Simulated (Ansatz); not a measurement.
## TiAl3: single-point calculation

TiAl3 (Pmm2, 4 atoms in the cell), computed with DFT PBEsol, scalar-relativistic, plane waves, PAW, no spin polarisation (Ansatz 0.2.0).

The structure derives from a Materials Project entry. Figures and captions count atoms from 1; the log counts them from 0 in places.

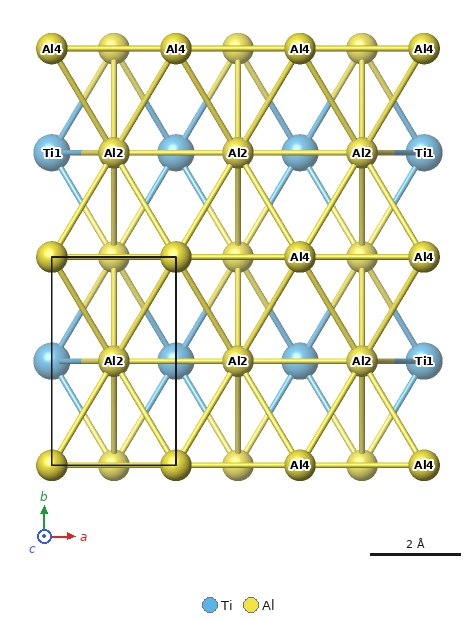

Figure 1. The structure (ball-and-stick view of the cell of the calculation, repeated 3 × 2 × 1, along the c axis; atoms are numbered from 1 in the order of the input). An atom can appear more than once, as a periodic image. Near neighbours in the periodic cell (some may lie outside the picture): Ti has 10 Al at 2.81 to 2.84 Å and 2 Ti at 2.78 Å; Al has 8 Al at 2.78 to 2.85 Å and 4 Ti at 2.81 to 2.84 Å; Al has 10 Al at 2.78 to 2.85 Å and 2 Ti at 2.82 Å.

**Results in brief**

- outcome: converged
- space group (tolerance 0.01 Å): Pmm2 (25)
- electrons treated: 21
- free energy: −4048.5314 eV
- Fermi energy: 9.548 eV
- gap on the k-point mesh: none (metallic)
- pressure: 0.03 GPa
- largest force (length of the vector): 0.013 eV/Å
- hardware: 2 threads of AMD EPYC (Zen 3), 32 GiB of memory available, shared host
- wall time: 6.3 s (CPU time 12 s)
- peak memory: 0.54 GiB

**Input file**
```yaml
crystal:
  lattice:
    - [2.7813912067, 0.0, 0.0]
    - [0.0, 4.6710700316, 0.0]
    - [0.0, 0.0, 4.8934030387]
  atoms:
    - { symbol: Ti, position: [0.0, 0.5, 0.163168207] }
    - { symbol: Al, position: [0.5, 0.5, 0.6640465246] }
    - { symbol: Al, position: [0.5, 0.0, 0.3331101816] }
    - { symbol: Al, position: [0.0, 0.0, 0.8396740867] }
basis:
  ecutwfc: 420
kpoints:
  mp_grid: { grid: [12, 8, 8] }
hamiltonian:
  xc: pbesol
scf:
  occupations: { method: gaussian, width: 0.15 }
output:
  forces: true
  stress: true
  eigenvalues: true
  write_density: true
  write_potential: true
  elf: true
  volumetric_format: npy
```

Launched with:
```bash
ansatz run input.yaml --threads 2 --pin off --max-ram 5120MiB --backend cpu --events-out ev --progress --plain --runs-dir out
```

**Output**
```
Engine: ansatz 0.2.0, x86_64-unknown-linux-gnu
Pseudopotentials: kind: paw
Pseudopotential: Ti, paw, valence charge 12, recommended cutoff 420 eV (normal), Ti.paw.azcp
Pseudopotential: Al, paw, valence charge 3, recommended cutoff 420 eV (normal), Al.paw.azcp
Functional definition: PBEsol
  exchange = pbesol_x
  correlation = pbesol_c
Crystal: 4 atoms, lattice volume = 63.575 Å³
Basis set: ecut = 420 eV, 1243 PW (Γ), exchange–correlation on 40×64×72 points (8 copies of the dense FFT grid, shifted against one another)
Bands: 15, of which v1, the nominal top of the filled ones, is band 11 counted from 1 (10 counted from 0)
Symmetry: 4 space group operations
Space group: Pmm2 (ITA 25), of the structure as read, at distance tolerance 4.0e-5 Å
k-points: 175 of 768 (time reversal used)
Non-local potential: Ti, projectors of the file, l = 0: 3, l = 1: 2, l = 2: 3, l = 3: 1
Non-local potential: Al, projectors of the file, l = 0: 2, l = 1: 2, l = 2: 1
PAW form: soft (Blöchl's): semilocal exchange-correlation on the pseudo side does not see the compensation charge
PAW frozen core: Ti, regenerated for the run's functional, and the local potential with it (the file was generated under x = pbe(κ = 0.804, μ = 0.2195149727645171), c = pbe(β = 0.06672455060314922))
PAW frozen core: Al, regenerated for the run's functional, and the local potential with it (the file was generated under x = pbe(κ = 0.804, μ = 0.2195149727645171), c = pbe(β = 0.06672455060314922))
PAW one-centre angular grid: Ti, 590 points (default); XC on 64 Gauss nodes
PAW one-centre angular grid: Al, 110 points (default); XC on 64 Gauss nodes
Initial density: superposition of atomic densities (neutral atoms: chi_scale 0, normalization atom), corrected by the library's trained network
Initial wavefunctions: pseudopotential atomic-orbital guess
Functional: x = pbesol(κ = 0.804, μ = 0.12345679012345678), c = pbesol(β = 0.046)
SCF iter   1: F=—  HF=-4048.534815 eV  |F-HF|=—  |Δ(HF+E_count)|=         —  Δρ=4.20e-3  dr2=1.44e-2  ethr=1.77e-3  ⟨swp⟩=5.4  Hψ=15041  notcnv=0
preconditioner: auto → Kerker (q_TF=auto, 2.268 Å⁻¹)  [metal: Δε(μ)=0.017 eV  Ē_g=5.378 eV  σ=0.150 eV  W_gap=0.06  n_scr=10 (ndim 8)  ℏωp=16.8 eV  f_vac=0.000  D(μ)=2.72/eV (n_scr^D=22)]
SCF iter   2: F=—  HF=-4048.532349 eV  |F-HF|=—  |Δ(HF+E_count)|=   2.47e-3  Δρ=2.07e-3  dr2=4.05e-3  ethr=6.85e-5  ⟨swp⟩=1.0  Hψ=4025  notcnv=0
SCF iter   3: F=—  HF=-4048.531413 eV  |F-HF|=—  |Δ(HF+E_count)|=   9.36e-4  Δρ=3.29e-4  dr2=1.34e-4  ethr=1.93e-5  ⟨swp⟩=2.3  Hψ=3497  notcnv=0
SCF iter   4: F=—  HF=-4048.531380 eV  |F-HF|=—  |Δ(HF+E_count)|=   3.35e-5  Δρ=4.18e-5  dr2=1.12e-6  ethr=6.40e-7  ⟨swp⟩=2.1  Hψ=3511  notcnv=0
SCF iter   5: F=—  HF=-4048.531375 eV  |F-HF|=—  |Δ(HF+E_count)|=   5.23e-6  Δρ=1.07e-5  dr2=7.41e-8  ethr=5.35e-9  ⟨swp⟩=2.0  Hψ=3782  notcnv=0
SCF iter   6: F=-4048.531375 eV  HF=-4048.531375 eV  |F-HF|=3.50e-9  |Δ(HF+E_count)|=   2.21e-8  Δρ=3.19e-6  dr2=4.42e-9  ethr=3.53e-10  ⟨swp⟩=5.1  Hψ=14598  notcnv=0
SCF 1 converged in 6 iterations: F = -4048.531375 eV  dr2 = 4.42e-9
  greatest PAW one-centre occupation: 0.999 electrons in one spin orbital (limit 2), on the Ti atom at site 0 (counted from 0), in its partial waves of l = 0
```

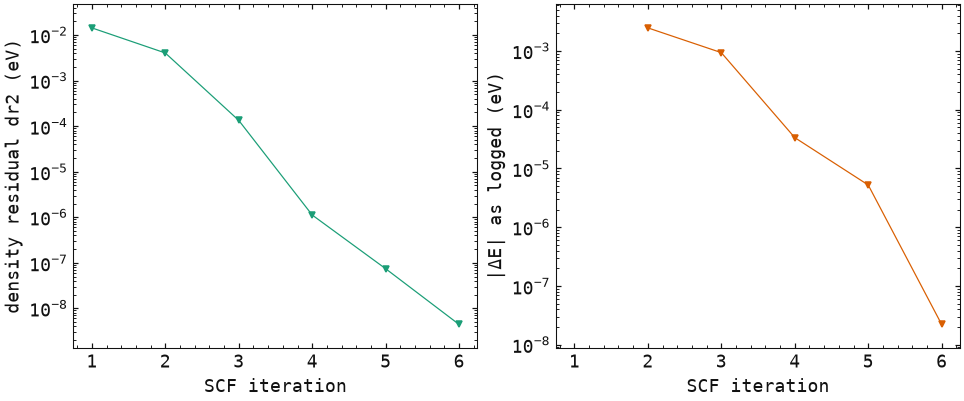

Figure 2. Convergence of the self-consistent field: density residual dr2 and size of the energy change against the SCF iteration. The residual falls at every step.

```
SCF converged after 6 iterations
Free energy (F): -4048.531375 eV
Harris-Foulkes:  -4048.531375 eV  (|F-HF|=3.50e-9)
Internal energy: -4048.500703 eV  (E = F + TS)
E sigma→0 (E₀):  -4048.516039 eV
Entropy (-TS):   -0.030672 eV (-7.668 meV/atom)
Fermi energy:    9.548334 eV
--- Per-component energies (eV) ---
  E_band       = -151.773821
  E_kinetic    = 343.774483
  E_local      = -1288.634601  (includes V_loc(G=0)·N_el)
  E_nonlocal   = 41.558442
  E_hartree    = 572.241906
  E_xc         = -216.159540
  E_vxc        = -210.593527  (∫ρ·V_xc dr)
  E_paw        = -2387.496009  (= ΣΔE_a)
  E_vpaw       = -182.362714  (= ΣTr[D̂ρ^β])
  E_aug_tail   = 0.000110  (compensation charges beyond the density's cutoff)
  E_ewald      = -1113.982295
  E_core_change = 0.196801  (= ΣΔE_core)
  E_smearing   = -0.030672  (= −TS)
  E_closure    = -0.000000  (closes the sum)
  Σ components = -4048.531375   (vs F -4048.531375, Δ=0.00e0)
--- Forces (eV/Å), atoms counted from 1 ---
  atom   1  Ti     0.00000000     0.00000000    -0.01298786
  atom   2  Al    -0.00000000    -0.00000000     0.01074090
  atom   3  Al    -0.00000000     0.00000000    -0.00437904
  atom   4  Al    -0.00000000     0.00000000     0.00660643
  max |Σ_I F_I| component: 1.96e-5 eV/Å
--- Stress (GPa, compression-positive) ---
        0.044443       0.000000       0.000000
        0.000000      -0.065408       0.000000
        0.000000       0.000000       0.108917
  P = ⅓ Tr σ = 0.0293 GPa (0.293 kbar)
--- Band table (eV; the first three rows and the last of 175) ---
  k-point 0: bands = ["-46.6259", "-23.0672", "-23.0667", "-22.6524", "-0.7049", "4.3430", "5.6177", "5.9670", "6.8376", "8.6864", "9.1074", "12.0679", "12.1397", "12.1994", "12.2814"]
  k-point 1: bands = ["-46.6259", "-23.0672", "-23.0671", "-22.6524", "-0.6095", "3.7759", "5.7704", "5.9780", "7.4041", "8.6462", "9.0390", "11.7033", "12.0538", "12.1414", "12.1943"]
  k-point 2: bands = ["-46.6259", "-23.0680", "-23.0672", "-22.6524", "-0.3300", "2.8038", "6.0056", "6.1103", "8.2795", "8.5493", "8.8272", "11.4196", "12.0206", "12.0245", "12.1455"]
  k-point 174: bands = ["-46.5567", "-23.1891", "-23.0040", "-23.0008", "5.7345", "5.8784", "6.1237", "6.3250", "6.7863", "6.8490", "8.8914", "9.3573", "10.6311", "11.6925", "11.9422"]
```

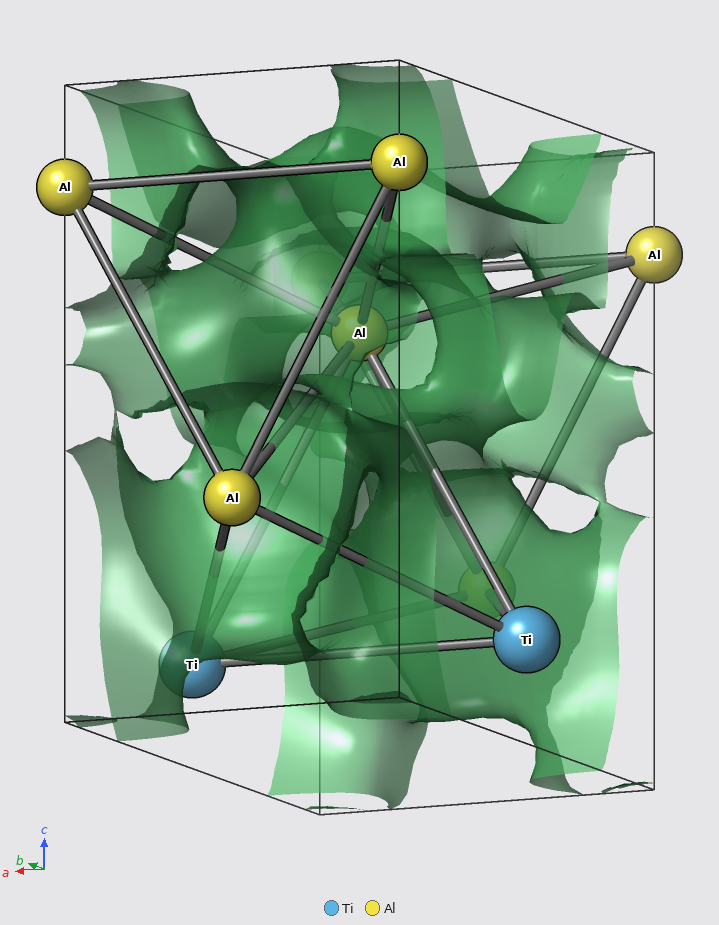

Figure 3. Isosurface of the electron localisation function at 0.55 (green), seen at an oblique angle. Core shells and regions of very low density are left out. Sticks mark near contacts. The outline is the cell set on symmetry axes. Along the contacts the grid gives the following. Ti–Ti (2.78 Å): the ELF is about 0.30 at the midpoint (no localised pair between them). Core electrons are frozen (PAW), so the fields are smoothed inside the atomic spheres.

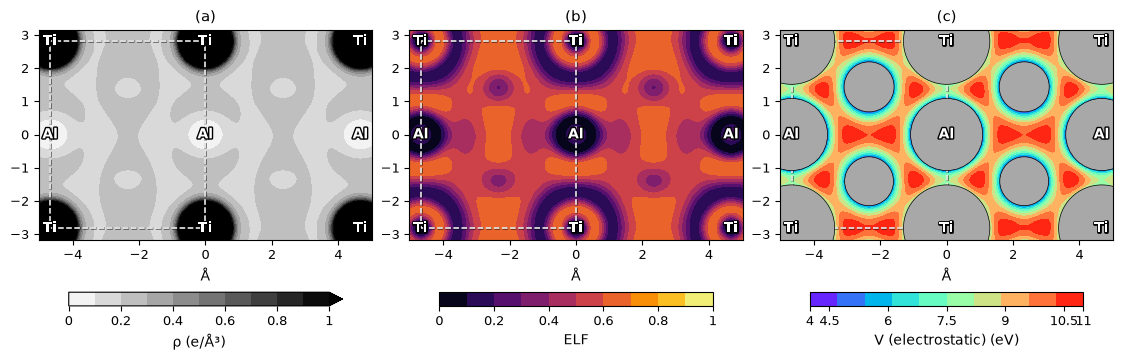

Figure 4. (a) valence pseudo-density; (b) ELF; (c) electrostatic potential energy of an electron on the (101̄) plane of the conventional cell. Grey discs, where drawn, cover atomic cores. Atoms in the plane: Ti and Al. Ti–Al (2.81 Å): ρ at the midpoint is about 0.22 e/Å³; the ELF is about 0.40 at the midpoint (nearly free electrons, as in a simple metal). Away from the nuclei the density in this plane falls to 0.18 e/Å³ at its lowest. The strong features right at Ti lie inside the PAW spheres (semicore, d or f shells) and say nothing about bonding. Outside the cores the potential energy rises away from the atoms and is highest about 1.6 Å from the nearest atoms; outside the discs it spans about 6 eV, and its zero is arbitrary.
